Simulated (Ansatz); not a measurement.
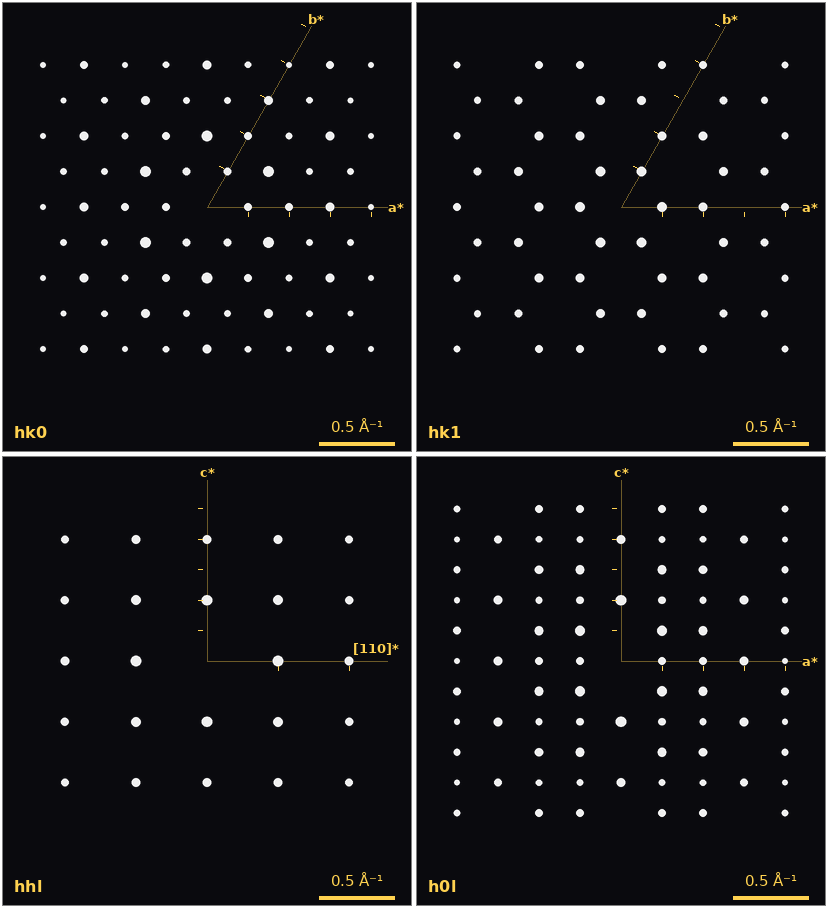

Simulated precession-type sections (X-rays; kinematic intensities, B = 0.5 Å²). The ticks mark integer indices of the conventional cell.

> What cell do the layers give?

a* = 0.274, b* = 0.274, c* = 0.203 Å⁻¹, γ* = 60°; the cell is hexagonal with a = 4.22 Å, c = 4.93 Å (hexagonal axes).

> List the systematic absences.

Reflections are present only under these conditions. hkl: no condition; hk0: no condition; h0l: no condition; hhl: l = 2n; 00l: l = 2n. The lattice is primitive (P). Further gaps, such as 0 3 1, 3 0 1, 3 0 3, come from atoms on special positions, not from the group's general conditions.

> Which space groups fit?

The intensities have Laue symmetry 6/mmm (the hk0 layer shows 6mm, hk1 shows 6mm). With these conditions the candidates are P6_3mc (No. 186), P-62c (No. 190), P6_3/mmc (No. 194). Diffraction geometry alone does not choose among them; the structure has P6_3/mmc. The compound is I. Structure: the geometry relaxed with Ansatz 0.2.0, DFT r2SCAN, scalar-relativistic, plane waves, PAW; the starting structure was generated, so it need not be a known form of this composition.
